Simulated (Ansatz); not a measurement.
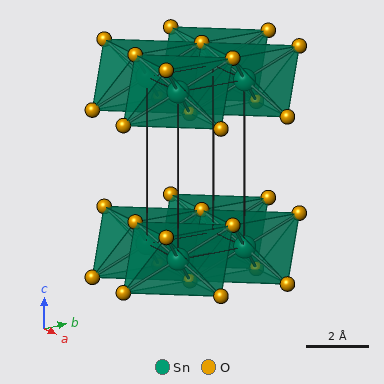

The crystal in a polyhedral representation, seen slightly off an axis. The conventional unit cell is drawn as a box. Some neighbours outside the box are added.

SnO$_{2}$, cadmium iodide (CdI₂, 1T) type, space group P-3m1 (No. 164), a = 3.228 Å, b = 3.228 Å, c = 5.490 Å, α = 90.00°, β = 90.00°, γ = 120.00°. The initial geometry was a random cell made by a generator, so it need not be a real form of the compound. Earlier steps of the study, as a rule a relaxation of our own, may have changed the cell and positions, so they can lie some per cent off the listed ones. A calculation with Ansatz used it as input.

This one geometry was computed with Ansatz (DFT, plane waves, PAW) at four levels of theory: LDA, r2SCAN, PBE and HSE06.

> Which level gives the highest pressure at this volume, and what does that say about its equilibrium volume?

Highest: PBE (0.0 GPa), which points to the largest equilibrium volume. Lowest, with the smallest volume: LDA (-7.2 GPa) and HSE06 (-7.0 GPa). Levels within 0.5 GPa of each other can't be told apart.

> How does the band gap change with the level of theory?

LDA: a gap of 2.14 eV, indirect; PBE: a gap of 2.29 eV, indirect; r2SCAN: a gap of 2.80 eV, indirect; HSE06: a gap of 3.84 eV, indirect.

> Collect the results in a table.

| level | cutoff (eV) | k-mesh of the run's cell | gap (eV) | pressure (GPa) |
| --- | --- | --- | --- | --- |
| LDA | 420 | 12×12×6 | 2.14 | -7.2 |
| r2SCAN | 500 | 12×12×6 | 2.80 | -5.6 |
| PBE | 420 | 12×12×6 | 2.29 | 0.0 |
| HSE06 | 420 | 6×6×4 | 3.84 | -7.0 |

Gaps are taken on the k-mesh or band path of each run.
